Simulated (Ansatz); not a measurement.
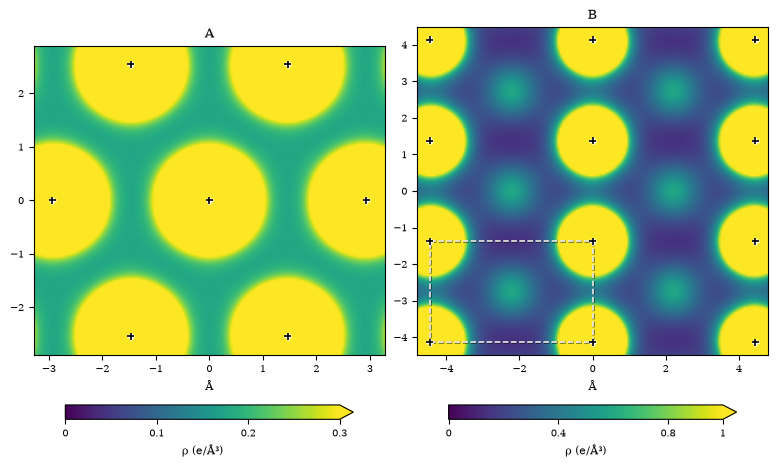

The valence pseudo-density of 2 systems, each on a plane through atoms (crosses mark nuclei in the plane).

Method: Ansatz, DFT, BLYP, plane waves (420 eV) with PAW, scalar-relativistic.

System 1: Ti, the (111) plane of the conventional cell. Space group Fm-3m; set up as Ti, fcc; a generated structure, not necessarily the stable one; computed without spin polarisation.

```cif
data_structure
_symmetry_space_group_name_H-M 'P 1'
_symmetry_Int_Tables_number 1
_cell_length_a 4.1466
_cell_length_b 4.1466
_cell_length_c 4.1466
_cell_angle_alpha 90.000
_cell_angle_beta 90.000
_cell_angle_gamma 90.000
_cell_volume 71.30
loop_
_atom_site_label
_atom_site_type_symbol
_atom_site_fract_x
_atom_site_fract_y
_atom_site_fract_z
_atom_site_occupancy
Ti1 Ti 0.00000 0.00000 0.00000 1
Ti2 Ti 0.50000 0.50000 0.00000 1
Ti3 Ti 0.50000 0.00000 0.50000 1
Ti4 Ti 0.00000 0.50000 0.50000 1
```

System 2: Ir, the (100) plane of the conventional cell. Space group P6/mmm; set up as Ir, omega (AlB2-type); a generated structure, not necessarily the stable one; changed on purpose from its base cell (volume × 1.0); computed without spin polarisation.

```
CELL_PARAMETERS angstrom
4.45207 0.00000 0.00000
-2.22604 3.85561 0.00000
0.00000 0.00000 2.75481
ATOMIC_POSITIONS crystal
Ir 0.00000 0.00000 0.00000
Ir 0.33333 0.66667 0.50000
Ir 0.66667 0.33333 0.50000
```

Question: Match each panel to its system.

Answer: Panel A is system 1, Ti: the plane holds Ti. Ti–Ti (2.93 Å): the density is about 0.18 e/Å³ at the midpoint. Panel B is system 2, Ir: the plane holds Ir. Ir–Ir (2.75 Å): the density is about 0.41 e/Å³ at the midpoint.
